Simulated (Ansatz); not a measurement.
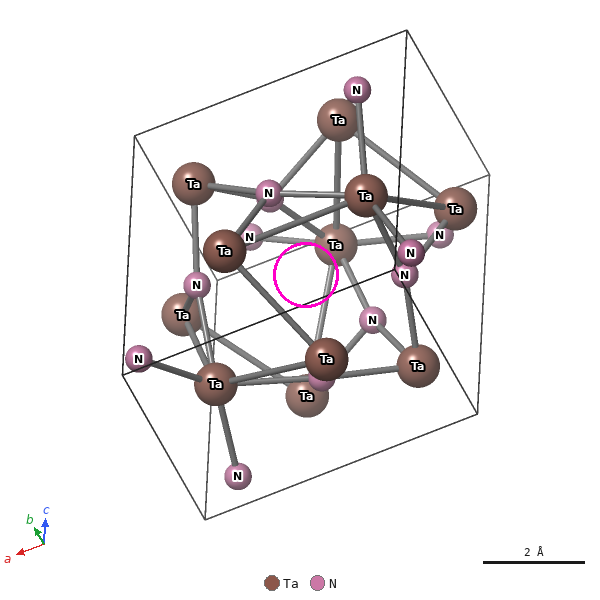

Shown here is a ball-and-stick view of the crystal, taken from a general direction. The supercell is outlined; an atom on or near a face, edge or corner is repeated at each equivalent position. The host is TaN, in a cell of 18 sites, and the cell is neutral. A ring marks the defect's site.

Which defect is modelled here, and what are its neighbours?

Answer. A tantalum vacancy. Around the empty site lie six N at about 2.2 Å.

The atoms were relaxed in the host's cell with Ansatz, DFT PBE, scalar-relativistic, plane waves, PAW.
